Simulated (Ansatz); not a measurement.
## Zn18O17 (charge +2): geometry relaxation (part 1 of 3)

- system: Zn18O17 (defect cell, 35 atoms in the cell, total charge +2)
- method: DFT LDA, scalar-relativistic, plane waves, PAW, no spin polarisation (Ansatz 0.2.0)

The structure derives from a Materials Project entry. It belongs to a series of runs on one base structure; here: O vacancy (site b), charge +2, atoms relaxed at the host's cell.

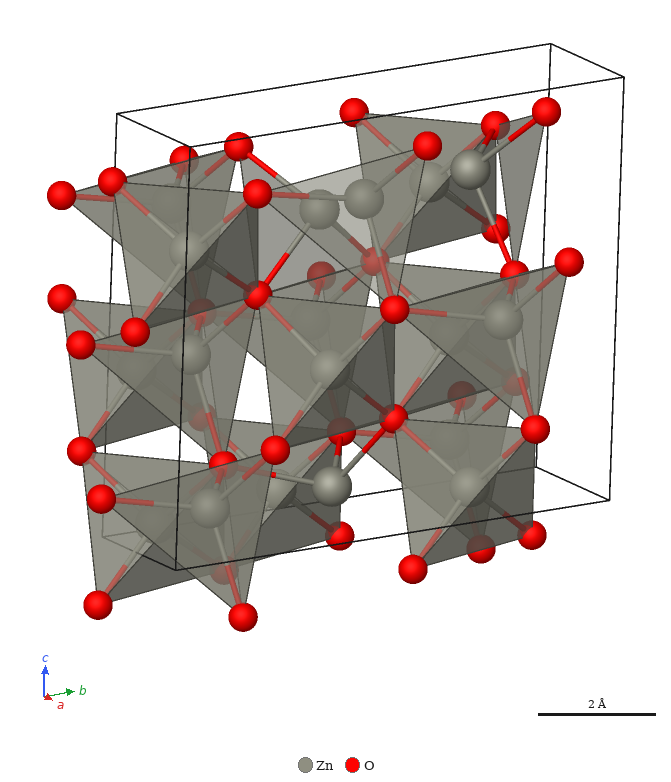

*The input geometry (polyhedral view of the cell of the calculation, seen at an oblique angle; polyhedra are completed across the faces of the cell).*

**Key numbers**

- outcome: converged
- electrons treated: 316
- free energy: −67895.2459 eV
- Fermi energy: 8.055 eV
- gap on the k-point mesh: 1.69 eV
- final volume: 407.92 Å³
- largest force (length of the vector) at the end: 0.003 eV/Å
- hardware: 4 threads of AMD EPYC (Zen 3), 189 GiB of memory available, shared host
- wall time: 6.7 min (CPU time 22 min)
- peak memory: 1.7 GiB

**Input**
```yaml
crystal:
  lattice:
    - [4.7807160059, 2.7601476729, 5.1522601561]
    - [-4.7807160059, 2.7601476729, 5.1522601561]
    - [0.0, -5.5202953458, 5.1522601561]
  atoms:
    - { symbol: Zn, position: [0.4070691219, 0.4071615881, 0.7384259152] }
    - { symbol: Zn, position: [0.3907213858, 0.7201609002, 0.3874904375] }
    - { symbol: Zn, position: [0.7206636819, 0.054419537, 0.7231495381] }
    - { symbol: Zn, position: [0.3906793564, 0.0544764834, 0.0532231186] }
    - { symbol: Zn, position: [0.7207233678, 0.3901226233, 0.3874499264] }
    - { symbol: Zn, position: [0.0550127062, 0.7202670031, 0.7231754646] }
    - { symbol: Zn, position: [0.7231567794, 0.7225840789, 0.055564643] }
    - { symbol: Zn, position: [0.0565770673, 0.0561262667, 0.3891530119] }
    - { symbol: Zn, position: [0.055022631, 0.3902175464, 0.0532286063] }
    - { symbol: Zn, position: [0.1142048523, 0.4449430845, 0.4467822574] }
    - { symbol: Zn, position: [0.1133165846, 0.7773551931, 0.1103932857] }
    - { symbol: Zn, position: [0.4453660433, 0.1137344937, 0.4466647008] }
    - { symbol: Zn, position: [0.1142624842, 0.1137470493, 0.7779215927] }
    - { symbol: Zn, position: [0.4506980371, 0.4503196505, 0.080379787] }
    - { symbol: Zn, position: [0.7777729554, 0.7773166068, 0.4458000144] }
    - { symbol: Zn, position: [0.4523479282, 0.7459897186, 0.780149785] }
    - { symbol: Zn, position: [0.7778690378, 0.1128078916, 0.1102991218] }
    - { symbol: Zn, position: [0.7508137976, 0.4499609719, 0.7831440076] }
    - { symbol: O, position: [0.5141564588, 0.8463596383, 0.5196258989] }
    - { symbol: O, position: [0.8468372188, 0.1865533726, 0.846666316] }
    - { symbol: O, position: [0.5142256302, 0.1866328939, 0.1793126332] }
    - { symbol: O, position: [0.8468181582, 0.5137086464, 0.519560883] }
    - { symbol: O, position: [0.1870686051, 0.8463801537, 0.8467604405] }
    - { symbol: O, position: [0.8490624303, 0.8485629898, 0.1815663426] }
    - { symbol: O, position: [0.1823285487, 0.1818986865, 0.5148713371] }
    - { symbol: O, position: [0.1871133214, 0.5137181418, 0.1793895997] }
    - { symbol: O, position: [0.2435499382, 0.5678303808, 0.5760285051] }
    - { symbol: O, position: [0.2386898804, 0.9040727853, 0.2371157093] }
    - { symbol: O, position: [0.5683239293, 0.2429912976, 0.5759823946] }
    - { symbol: O, position: [0.2435556615, 0.2430369895, 0.9008414406] }
    - { symbol: O, position: [0.5681981227, 0.5676630048, 0.2304871206] }
    - { symbol: O, position: [0.9045455731, 0.9040349062, 0.5711401323] }
    - { symbol: O, position: [0.5681582615, 0.8975117829, 0.9007208074] }
    - { symbol: O, position: [0.9046046753, 0.2381558404, 0.2370321555] }
    - { symbol: O, position: [0.8980471519, 0.5676671411, 0.9006568809] }
  host:
    lattice:
      - [3.1871440039, 0.0, 0.0]
      - [-1.593572002, 2.7601476729, 0.0]
      - [0.0, 0.0, 5.1522601561]
    atoms:
      - { symbol: Zn, position: [0.6666666667, 0.3333333333, 0.5009539595] }
      - { symbol: Zn, position: [0.3333333333, 0.6666666667, 0.0009539595] }
      - { symbol: O, position: [0.6666666667, 0.3333333333, 0.8793560405] }
      - { symbol: O, position: [0.3333333333, 0.6666666667, 0.3793560405] }
total_charge: 2
basis:
  ecutwfc: 420
  xc_grid: 2
kpoints:
  mp_grid: { grid: [2, 2, 2], shift: [0.5, 0.5, 0.5] }
hamiltonian:
  xc: lda
scf:
  occupations: { method: gaussian, width: 0.01 }
output:
  forces: true
  stress: false
  eigenvalues: true
  charged_corrections:
    defect_position: [0.5153409, 0.5153409, 0.84867424]
    epsilon: [[9.4549, 0.0, 0.0], [0.0, 9.4549, 0.0], [0.0, 0.0, 10.1964]]
  write_density: true
  write_potential: true
  elf: true
  volumetric_format: npy
relax:
  adjacent_minimum: "off"
  f_tol: 0.025
  max_steps: 45
```

Launched with:
```bash
ansatz run input.yaml --threads 4 --pin off --max-ram 8192MiB --backend cpu --events-out ev --progress --plain --runs-dir out
```

**Log**
```
Engine: ansatz 0.2.0, x86_64-unknown-linux-gnu
Pseudopotentials: kind: paw
Pseudopotential: Zn, paw, valence charge 12, recommended cutoff 420 eV (normal), Zn.paw.azcp
Pseudopotential: O, paw, valence charge 6, recommended cutoff 420 eV (normal), O.paw.azcp
Functional definition: SPW92
  exchange = slater_x
  correlation = pw_c
Crystal: 35 atoms, lattice volume = 407.919 Å³
Basis set: ecut = 420 eV, 7949 PW (Γ), exchange–correlation on 108×108×108 points (8 copies of the dense FFT grid, shifted against one another)
Bands: 193, of which v1, the nominal top of the filled ones, is band 158 counted from 1 (157 counted from 0)
Symmetry: 1 space group operations
Space group: P1 (ITA 1), of the structure as read, at distance tolerance 7.4e-5 Å
k-points: 4 of 8 (time reversal used)
Non-local potential: Zn, projectors of the file, l = 0: 2, l = 1: 2, l = 2: 3, l = 3: 1
Non-local potential: O, projectors of the file, l = 0: 2, l = 1: 2, l = 2: 1
PAW form: soft (Blöchl's): semilocal exchange-correlation on the pseudo side does not see the compensation charge
PAW frozen core: Zn, regenerated for the run's functional, and the local potential with it (the file was generated under x = pbe(κ = 0.804, μ = 0.2195149727645171), c = pbe(β = 0.06672455060314922))
PAW frozen core: O, regenerated for the run's functional, and the local potential with it (the file was generated under x = pbe(κ = 0.804, μ = 0.2195149727645171), c = pbe(β = 0.06672455060314922))
PAW one-centre angular grid: Zn, 590 points (default); XC on 64 Gauss nodes
PAW one-centre angular grid: O, 110 points (default); XC on 64 Gauss nodes
Initial density: superposition of atomic densities (neutral atoms scaled as one to the charged cell's electrons: chi_scale 0, normalization atom), corrected by the library's trained network
Initial wavefunctions: pseudopotential atomic-orbital guess
Functional: x = slater, c = lda
SCF iter   1: F=—  HF=-67894.307676 eV  |F-HF|=—  |Δ(HF+E_count)|=         —  Δρ=2.89e-2  dr2=4.63e0  ethr=1.77e-3  ⟨swp⟩=6.0  Hψ=2825  notcnv=0  defer=3
preconditioner: auto → Resta (q_TF=auto, 2.615 Å⁻¹)  ε∞=7.5  [insulator: Δε(μ)=0.285 eV  Ē_g=12.801 eV  σ=0.010 eV  W_gap=1.00  n_scr=124 (ndim 8)  ℏωp=32.7 eV  f_vac=0.026  D(μ)=0.00/eV (n_scr^D=0)  ε∞_Penn≈7.5]
SCF iter   2: F=—  HF=-67893.251956 eV  |F-HF|=—  |Δ(HF+E_count)|=    1.06e0  Δρ=7.62e-3  dr2=3.74e-1  ethr=1.47e-3  ⟨swp⟩=2.0  Hψ=1198  notcnv=0  defer=123
preconditioner: auto → LDOS  [metal: Δε(μ)=0.002 eV  Ē_g=12.504 eV  σ=0.010 eV  W_gap=0.11  n_scr=124 (ndim 8)  ℏωp=32.7 eV  f_vac=0.026  D(μ)=55.91/eV (n_scr^D=836)  β→1.0]
SCF iter   3: F=—  HF=-67893.258270 eV  |F-HF|=—  |Δ(HF+E_count)|=   6.31e-3  Δρ=9.02e-3  dr2=4.80e-1  ethr=1.18e-4  ⟨swp⟩=3.0  Hψ=1246  notcnv=0  defer=123
SCF iter   4: F=—  HF=-67893.128876 eV  |F-HF|=—  |Δ(HF+E_count)|=   1.29e-1  Δρ=3.60e-3  dr2=5.33e-2  ethr=1.18e-4  ⟨swp⟩=3.0  Hψ=1236  notcnv=0  defer=123
SCF iter   5: F=—  HF=-67893.126582 eV  |F-HF|=—  |Δ(HF+E_count)|=   2.29e-3  Δρ=3.76e-3  dr2=8.73e-2  ethr=1.69e-5  ⟨swp⟩=2.8  Hψ=1474  notcnv=0  defer=120
SCF iter   6: F=—  HF=-67893.121579 eV  |F-HF|=—  |Δ(HF+E_count)|=   5.00e-3  Δρ=2.53e-3  dr2=4.02e-2  ethr=1.69e-5  ⟨swp⟩=2.0  Hψ=1232  notcnv=0  defer=120
SCF iter   7: F=—  HF=-67893.118745 eV  |F-HF|=—  |Δ(HF+E_count)|=   2.83e-3  Δρ=1.63e-3  dr2=1.66e-2  ethr=1.27e-5  ⟨swp⟩=2.0  Hψ=664  notcnv=0  defer=120
SCF iter   8: F=—  HF=-67893.117946 eV  |F-HF|=—  |Δ(HF+E_count)|=   7.99e-4  Δρ=1.34e-3  dr2=1.08e-2  ethr=5.26e-6  ⟨swp⟩=1.0  Hψ=652  notcnv=0  defer=120
SCF iter   9: F=—  HF=-67893.116485 eV  |F-HF|=—  |Δ(HF+E_count)|=   1.46e-3  Δρ=1.90e-3  dr2=2.93e-2  ethr=3.43e-6  ⟨swp⟩=2.0  Hψ=1189  notcnv=0  defer=120  recentre
SCF iter  10: F=—  HF=-67893.116063 eV  |F-HF|=—  |Δ(HF+E_count)|=   4.22e-4  Δρ=1.15e-3  dr2=8.54e-3  ethr=3.43e-6  ⟨swp⟩=2.0  Hψ=761  notcnv=0  defer=120
SCF iter  11: F=—  HF=-67893.115181 eV  |F-HF|=—  |Δ(HF+E_count)|=   8.83e-4  Δρ=6.46e-4  dr2=2.53e-3  ethr=2.70e-6  ⟨swp⟩=2.0  Hψ=687  notcnv=0  defer=120
SCF iter  12: F=—  HF=-67893.115009 eV  |F-HF|=—  |Δ(HF+E_count)|=   1.71e-4  Δρ=3.21e-4  dr2=6.29e-4  ethr=8.00e-7  ⟨swp⟩=1.0  Hψ=652  notcnv=0  defer=120
SCF iter  13: F=—  HF=-67893.114975 eV  |F-HF|=—  |Δ(HF+E_count)|=   3.47e-5  Δρ=3.35e-4  dr2=6.45e-4  ethr=1.99e-7  ⟨swp⟩=1.2  Hψ=653  notcnv=0  defer=120
SCF iter  14: F=—  HF=-67893.114957 eV  |F-HF|=—  |Δ(HF+E_count)|=   1.75e-5  Δρ=2.48e-4  dr2=3.18e-4  ethr=1.99e-7  ⟨swp⟩=1.0  Hψ=652  notcnv=0  defer=120
SCF iter  15: F=—  HF=-67893.114942 eV  |F-HF|=—  |Δ(HF+E_count)|=   1.57e-5  Δρ=2.13e-4  dr2=2.20e-4  ethr=1.01e-7  ⟨swp⟩=1.0  Hψ=652  notcnv=0  defer=120
SCF iter  16: F=—  HF=-67893.114912 eV  |F-HF|=—  |Δ(HF+E_count)|=   2.97e-5  Δρ=1.49e-4  dr2=9.53e-5  ethr=6.97e-8  ⟨swp⟩=2.2  Hψ=950  notcnv=0  defer=120
SCF iter  17: F=—  HF=-67893.114893 eV  |F-HF|=—  |Δ(HF+E_count)|=   1.85e-5  Δρ=9.95e-5  dr2=3.46e-5  ethr=3.02e-8  ⟨swp⟩=2.0  Hψ=1209  notcnv=0  defer=120
SCF iter  18: F=-67893.114884 eV  HF=-67893.114893 eV  |F-HF|=8.49e-6  |Δ(HF+E_count)|=   6.45e-7  Δρ=6.31e-5  dr2=1.24e-5  ethr=4.94e-9  ⟨swp⟩=14.0  Hψ=7217  notcnv=0
SCF 1 converged in 18 iterations: F = -67893.114884 eV  dr2 = 1.24e-5
  greatest PAW one-centre occupation: 0.988 electrons in one spin orbital (limit 2), on the Zn atom at site 15 (counted from 0), in its partial waves of l = 2
relax step   1: F+E_penalty+E_count = -67893.11488423 eV  Δ(F+E_penalty+E_count) = +0.000e0 eV  max|allowed force component| = 1.293e0 eV/Å  Δτ_max = 0.0000 Å  (18 SCF iters, dr2 threshold 1.56e-5 eV, accepted)
Initial density: handed on by an earlier stage of this run
Initial wavefunctions: those handed on with the density
iter 1 solved again at ethr=3.72e-4 eV; its pass at ethr=3.10e-3 eV (dr2=1.18e0 eV) is discarded
SCF iter   1: F=—  HF=-67893.739269 eV  |F-HF|=—  |Δ(HF+E_count)|=         —  Δρ=1.13e-2  dr2=1.13e0  ethr=3.72e-4  ⟨swp⟩=1.0  Hψ=2244  notcnv=0  defer=116
preconditioner: auto → Resta (q_TF=auto, 2.615 Å⁻¹)  ε∞=7.9  [insulator: Δε(μ)=0.216 eV  Ē_g=12.477 eV  σ=0.010 eV  W_gap=1.00  n_scr=124 (ndim 8)  ℏωp=32.7 eV  f_vac=0.025  D(μ)=0.00/eV (n_scr^D=0)  ε∞_Penn≈7.9]
SCF iter   2: F=—  HF=-67893.509803 eV  |F-HF|=—  |Δ(HF+E_count)|=   2.29e-1  Δρ=4.94e-3  dr2=2.27e-1  ethr=3.57e-4  ⟨swp⟩=3.0  Hψ=1234  notcnv=0  defer=116
preconditioner: auto → LDOS  [insulator: Δε(μ)=0.027 eV  Ē_g=12.461 eV  σ=0.010 eV  W_gap=0.94  n_scr=124 (ndim 8)  ℏωp=32.7 eV  f_vac=0.026  D(μ)=11.99/eV (n_scr^D=92)  ε∞_Penn≈7.9  β→1.0]
SCF iter   3: F=—  HF=-67893.522673 eV  |F-HF|=—  |Δ(HF+E_count)|=   1.29e-2  Δρ=5.65e-3  dr2=1.21e-1  ethr=7.19e-5  ⟨swp⟩=3.0  Hψ=1270  notcnv=0  defer=116
SCF iter   4: F=—  HF=-67893.485059 eV  |F-HF|=—  |Δ(HF+E_count)|=   3.76e-2  Δρ=2.95e-3  dr2=7.52e-2  ethr=3.84e-5  ⟨swp⟩=2.0  Hψ=1238  notcnv=0  defer=116
SCF iter   5: F=—  HF=-67893.472928 eV  |F-HF|=—  |Δ(HF+E_count)|=   1.21e-2  Δρ=1.80e-3  dr2=2.42e-2  ethr=2.38e-5  ⟨swp⟩=2.0  Hψ=795  notcnv=0  defer=119
SCF iter   6: F=—  HF=-67893.472332 eV  |F-HF|=—  |Δ(HF+E_count)|=   5.95e-4  Δρ=2.54e-3  dr2=4.19e-2  ethr=7.66e-6  ⟨swp⟩=2.0  Hψ=904  notcnv=0  defer=123
SCF iter   7: F=—  HF=-67893.471901 eV  |F-HF|=—  |Δ(HF+E_count)|=   4.32e-4  Δρ=1.63e-3  dr2=1.73e-2  ethr=7.66e-6  ⟨swp⟩=2.0  Hψ=668  notcnv=0  defer=123
SCF iter   8: F=—  HF=-67893.471959 eV  |F-HF|=—  |Δ(HF+E_count)|=   5.78e-5  Δρ=1.54e-3  dr2=1.69e-2  ethr=5.47e-6  ⟨swp⟩=1.0  Hψ=649  notcnv=0  defer=123
SCF iter   9: F=—  HF=-67893.471046 eV  |F-HF|=—  |Δ(HF+E_count)|=   9.12e-4  Δρ=1.33e-3  dr2=1.27e-2  ethr=5.36e-6  ⟨swp⟩=1.0  Hψ=649  notcnv=0  defer=123
SCF iter  10: F=—  HF=-67893.469825 eV  |F-HF|=—  |Δ(HF+E_count)|=   1.22e-3  Δρ=6.69e-4  dr2=3.01e-3  ethr=4.01e-6  ⟨swp⟩=2.0  Hψ=661  notcnv=0  defer=123
SCF iter  11: F=—  HF=-67893.469680 eV  |F-HF|=—  |Δ(HF+E_count)|=   1.45e-4  Δρ=4.10e-4  dr2=9.74e-4  ethr=9.51e-7  ⟨swp⟩=1.0  Hψ=649  notcnv=0  defer=123
SCF iter  12: F=—  HF=-67893.469629 eV  |F-HF|=—  |Δ(HF+E_count)|=   5.06e-5  Δρ=2.95e-4  dr2=5.20e-4  ethr=3.08e-7  ⟨swp⟩=1.0  Hψ=649  notcnv=0  defer=123
SCF iter  13: F=—  HF=-67893.469594 eV  |F-HF|=—  |Δ(HF+E_count)|=   3.50e-5  Δρ=2.02e-4  dr2=2.22e-4  ethr=1.65e-7  ⟨swp⟩=1.0  Hψ=649  notcnv=0  defer=123
SCF iter  14: F=—  HF=-67893.469582 eV  |F-HF|=—  |Δ(HF+E_count)|=   1.22e-5  Δρ=1.24e-4  dr2=7.03e-5  ethr=3.16e-8  ⟨swp⟩=14.0  Hψ=6674  notcnv=0
SCF iter  15: F=-67893.469535 eV  HF=-67893.469580 eV  |F-HF|=4.45e-5  |Δ(HF+E_count)|=   2.50e-6  Δρ=9.60e-5  dr2=4.74e-5  ethr=2.22e-8  ⟨swp⟩=9.2  Hψ=6494  notcnv=0
SCF 2 converged in 15 iterations: F = -67893.469535 eV  dr2 = 4.74e-5
[... from here on the iterations of each SCF are left out, up to the last one ...]
relax step   2: F+E_penalty+E_count = -67893.46953520 eV  Δ(F+E_penalty+E_count) = -3.547e-1 eV  max|allowed force component| = 1.305e0 eV/Å  Δτ_max = 0.0792 Å  (15 SCF iters, dr2 threshold 1.00e-4 eV, accepted)
preconditioner: auto → Resta (q_TF=auto, 2.615 Å⁻¹)  ε∞=7.8  [insulator: Δε(μ)=1.149 eV  Ē_g=12.577 eV  σ=0.010 eV  W_gap=1.00  n_scr=124 (ndim 8)  ℏωp=32.7 eV  f_vac=0.025  D(μ)=0.00/eV (n_scr^D=0)  ε∞_Penn≈7.8]
SCF 3 converged in 8 iterations: F = -67894.449859 eV  dr2 = 1.71e-5
relax step   3: F+E_penalty+E_count = -67894.44985938 eV  Δ(F+E_penalty+E_count) = -9.803e-1 eV  max|allowed force component| = 9.861e-1 eV/Å  Δτ_max = 0.1952 Å  (8 SCF iters, dr2 threshold 1.00e-4 eV, accepted)
preconditioner: auto → Resta (q_TF=auto, 2.615 Å⁻¹)  ε∞=7.8  [insulator: Δε(μ)=1.497 eV  Ē_g=12.579 eV  σ=0.010 eV  W_gap=1.00  n_scr=124 (ndim 8)  ℏωp=32.7 eV  f_vac=0.042  D(μ)=0.00/eV (n_scr^D=0)  ε∞_Penn≈7.8]
SCF 4 converged in 8 iterations: F = -67895.007494 eV  dr2 = 7.25e-6
relax step   4: F+E_penalty+E_count = -67895.00749432 eV  Δ(F+E_penalty+E_count) = -5.576e-1 eV  max|allowed force component| = 6.104e-1 eV/Å  Δτ_max = 0.1951 Å  (8 SCF iters, dr2 threshold 1.00e-4 eV, accepted)
preconditioner: auto → Resta (q_TF=auto, 2.615 Å⁻¹)  ε∞=7.7  [insulator: Δε(μ)=1.661 eV  Ē_g=12.583 eV  σ=0.010 eV  W_gap=1.00  n_scr=124 (ndim 8)  ℏωp=32.7 eV  f_vac=0.055  D(μ)=0.00/eV (n_scr^D=0)  ε∞_Penn≈7.7]
SCF 5 converged in 7 iterations: F = -67895.214870 eV  dr2 = 2.74e-5
relax step   5: F+E_penalty+E_count = -67895.21486994 eV  Δ(F+E_penalty+E_count) = -2.074e-1 eV  max|allowed force component| = 2.575e-1 eV/Å  Δτ_max = 0.2000 Å  (7 SCF iters, dr2 threshold 1.00e-4 eV, accepted)
preconditioner: auto → Resta (q_TF=auto, 2.615 Å⁻¹)  ε∞=7.8  [insulator: Δε(μ)=1.742 eV  Ē_g=12.576 eV  σ=0.010 eV  W_gap=1.00  n_scr=124 (ndim 8)  ℏωp=32.7 eV  f_vac=0.061  D(μ)=0.00/eV (n_scr^D=0)  ε∞_Penn≈7.8]
SCF 6 converged in 7 iterations: F = -67895.241714 eV  dr2 = 4.67e-6
relax step   6: F+E_penalty+E_count = -67895.24171409 eV  Δ(F+E_penalty+E_count) = -2.684e-2 eV  max|allowed force component| = 1.209e-1 eV/Å  Δτ_max = 0.1103 Å  (7 SCF iters, dr2 threshold 1.18e-5 eV, accepted)
preconditioner: auto → Resta (q_TF=auto, 2.615 Å⁻¹)  ε∞=7.8  [insulator: Δε(μ)=1.678 eV  Ē_g=12.558 eV  σ=0.010 eV  W_gap=1.00  n_scr=124 (ndim 8)  ℏωp=32.7 eV  f_vac=0.059  D(μ)=0.00/eV (n_scr^D=0)  ε∞_Penn≈7.8]
SCF 7 converged in 6 iterations: F = -67895.245373 eV  dr2 = 1.07e-6
relax step   7: F+E_penalty+E_count = -67895.24537301 eV  Δ(F+E_penalty+E_count) = -3.659e-3 eV  max|allowed force component| = 3.549e-2 eV/Å  Δτ_max = 0.0179 Å  (6 SCF iters, dr2 threshold 2.60e-6 eV, accepted)
SCF iter   1: F=—  HF=-67895.247108 eV  |F-HF|=—  |Δ(HF+E_count)|=         —  Δρ=6.44e-4  dr2=8.25e-4  ethr=3.04e-6  ⟨swp⟩=3.0  Hψ=1612  notcnv=0  defer=110
preconditioner: auto → Resta (q_TF=auto, 2.615 Å⁻¹)  ε∞=7.8  [insulator: Δε(μ)=1.688 eV  Ē_g=12.557 eV  σ=0.010 eV  W_gap=1.00  n_scr=124 (ndim 8)  ℏωp=32.7 eV  f_vac=0.060  D(μ)=0.00/eV (n_scr^D=0)  ε∞_Penn≈7.8]
SCF iter   2: F=—  HF=-67895.246787 eV  |F-HF|=—  |Δ(HF+E_count)|=   3.21e-4  Δρ=3.11e-4  dr2=1.92e-4  ethr=2.61e-7  ⟨swp⟩=2.8  Hψ=1346  notcnv=0  defer=110
SCF iter   3: F=—  HF=-67895.246704 eV  |F-HF|=—  |Δ(HF+E_count)|=   8.26e-5  Δρ=6.90e-5  dr2=1.38e-5  ethr=6.08e-8  ⟨swp⟩=2.0  Hψ=1225  notcnv=0  defer=110
SCF iter   4: F=—  HF=-67895.245904 eV  |F-HF|=—  |Δ(HF+E_count)|=   8.00e-4  Δρ=1.79e-5  dr2=1.04e-6  ethr=4.37e-9  ⟨swp⟩=2.0  Hψ=1252  notcnv=0  defer=110
SCF iter   5: F=—  HF=-67895.245905 eV  |F-HF|=—  |Δ(HF+E_count)|=   8.63e-7  Δρ=1.30e-5  dr2=6.03e-7  ethr=3.29e-10  ⟨swp⟩=2.0  Hψ=1226  notcnv=0  defer=110
SCF iter   6: F=-67895.245905 eV  HF=-67895.245905 eV  |F-HF|=3.53e-8  |Δ(HF+E_count)|=   1.71e-7  Δρ=2.84e-6  dr2=6.92e-8  ethr=3.16e-11  ⟨swp⟩=11.0  Hψ=5810  notcnv=0
SCF 8 converged in 6 iterations: F = -67895.245905 eV  dr2 = 6.92e-8
  greatest PAW one-centre occupation: 0.988 electrons in one spin orbital (limit 2), on the Zn atom at site 13 (counted from 0), in its partial waves of l = 2
relax step   8: F+E_penalty+E_count = -67895.24590489 eV  Δ(F+E_penalty+E_count) = -5.319e-4 eV  max|allowed force component| = 2.748e-3 eV/Å  Δτ_max = 0.0082 Å  (6 SCF iters, accepted)
```

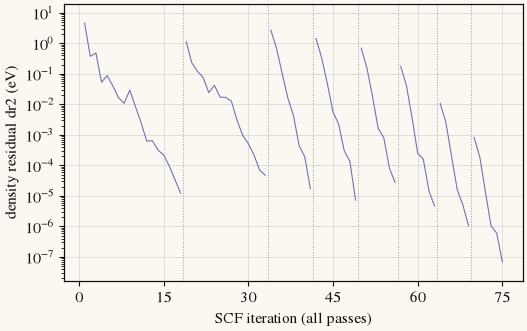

*Convergence of the self-consistent field: density residual dr2 against the SCF iteration. The dotted lines part the SCF passes of the relaxation: geometry steps, rejected trials and re-solves on a re-selected basis.*

The 8 passes take 6 to 18 iterations each, 75 in all.

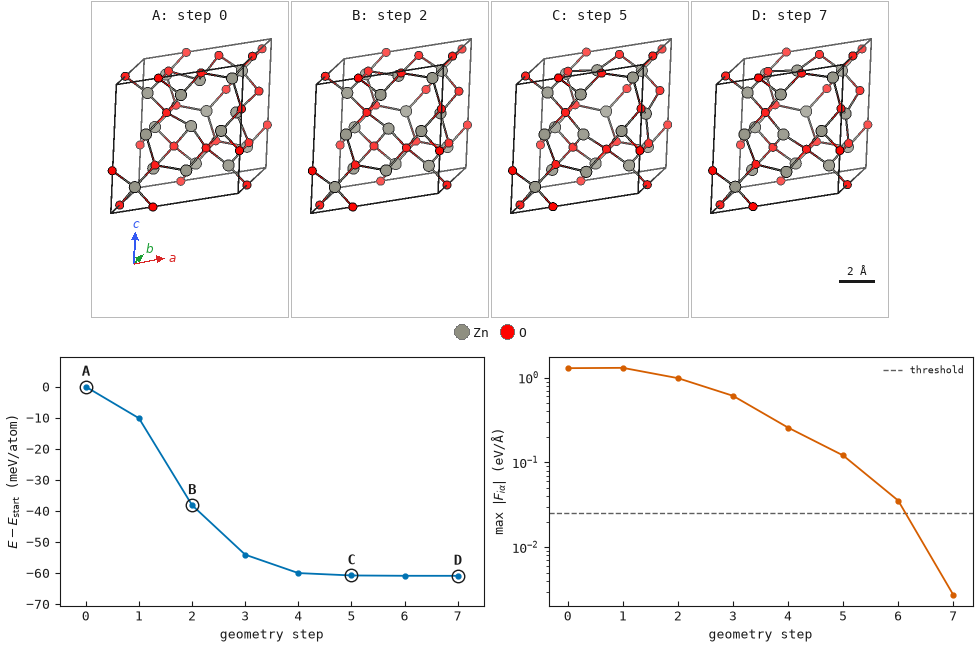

*Frames of the relaxation (ball-and-stick view of the cell of the calculation (origin shifted), seen slightly off an axis) above the curves, on which the letters mark them (the first geometry is step 0 here and step 1 in the log).*
